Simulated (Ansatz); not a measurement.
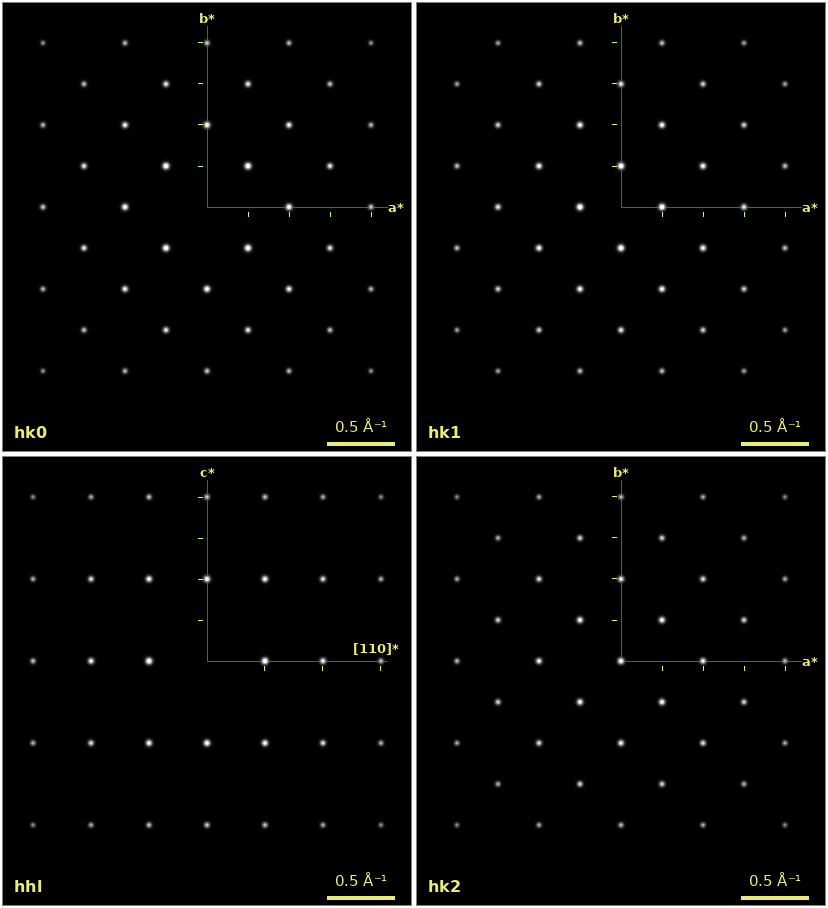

Four undistorted layers of reciprocal space, calculated for a single crystal (X-rays, kinematic |F|², B = 0.5 Å²). Tick marks count the reciprocal lattice steps of the conventional cell along each axis.

The compound is Al. Structure: the input geometry of an electronic-structure calculation (not necessarily at equilibrium); the starting structure was generated, so it need not be a known form of this composition.

What cell do the layers give?

a* = 0.307, b* = 0.307, c* = 0.307 Å⁻¹; the cell is cubic with a = 3.25 Å.

List the systematic absences.

Reflections are present only under these conditions. hkl: h + k + l = 2n; hk0: h + k = 2n; hhl: l = 2n; h00: h = 2n. The lattice is body-centred (I).

Which space groups fit?

The intensities have Laue symmetry m-3m (the hk0 layer shows 4mm, hk1 shows 4mm). With these conditions the candidates are I432 (No. 211), I-43m (No. 217), Im-3m (No. 229). Diffraction geometry alone does not choose among them; the structure has Im-3m.
